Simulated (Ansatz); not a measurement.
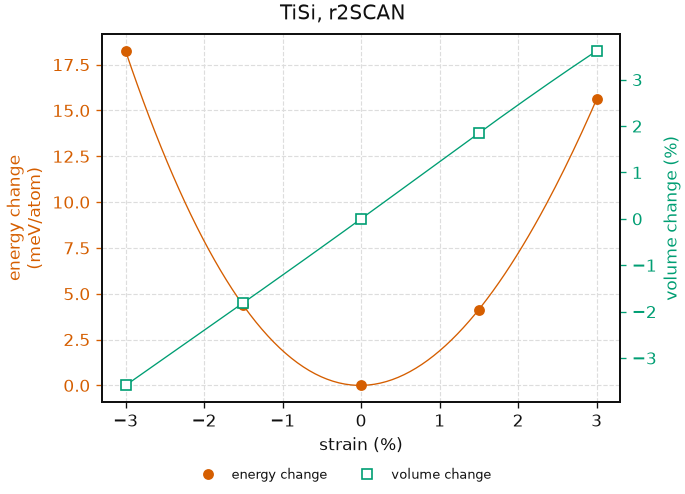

Figure. Energy change and volume change against strain for TiSi, space group Cmmm (No. 65).

The energy rises on both sides of the starting structure, which is therefore a minimum along this path. The energy change is 18.25 meV/atom at strain −3.0 % and 15.61 meV/atom at 3.0 %; the lowest computed point is at strain 0.0 % (0.00 meV/atom). The volume change rises from −3.59 % at strain −3.0 % to 3.62 % at 3.0 %. The solid is metallic at every point.

Computed with Ansatz 0.2.0: energy, stress and cell of a relaxed crystal along a series of strains, atoms and what the cell freedom names relaxed within the symmetry; plane waves with PAW datasets, Γ-centred k mesh; energies extrapolated to zero smearing. Level: r2SCAN, no spin polarisation.

- wave cutoff: 500 eV
- k mesh: 14×12×14
- occupations: Gaussian
- smearing width: 0.1 eV
- strain kind: biaxial in the ab plane
- cell freedom: length and tilt of c free

Cell as given: a = 3.626 Å, b = 4.168 Å, c = 3.808 Å, α = 90.00°, β = 90.00°, γ = 90.00°; 4 atoms.

Note: given cell holds a small stress on this mesh.
